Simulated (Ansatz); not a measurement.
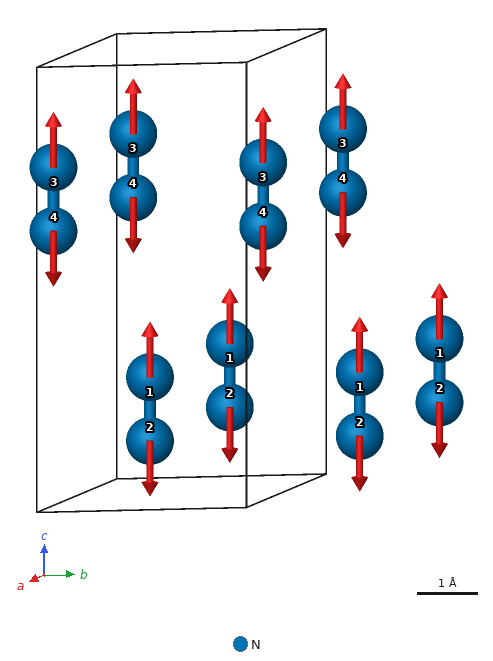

Solid N (built on the database structure type). The red arrows show how the atoms are displaced (without the part that the change of the cell carries along), magnified 30 times. Besides, all lengths are scaled by −5.9 % (volume −16.6 %). The picture is a ball-and-stick view of the cell of the calculation, repeated 2 × 2 × 1 with one cell outlined, seen slightly off an axis.

All numbers below come from DFT, HSE06, plane waves, PAW in Ansatz. (plane-wave cutoff 420 eV; k-point mesh 6 × 6 × 2; occupations fixed; no spin polarisation)

Describe the displacements and the computed response.

Answer. Atoms are displaced by 0.03 Å relative to the cell: N2 0.03 Å along −c. No relaxation follows. The space group stays P6_3/mmc (No. 194). The energy rises by 29.8 meV per atom. The pressure goes from −0.3 to 0.8 GPa. The principal stresses (compression positive) are −2.2 GPa along c and 2.3 GPa across it. The largest forces, 0.85 eV/Å, act on N1, N2, N3 and N4; on N1 it points along −c. The forces point straight back along the displacements (cosine −1.00).
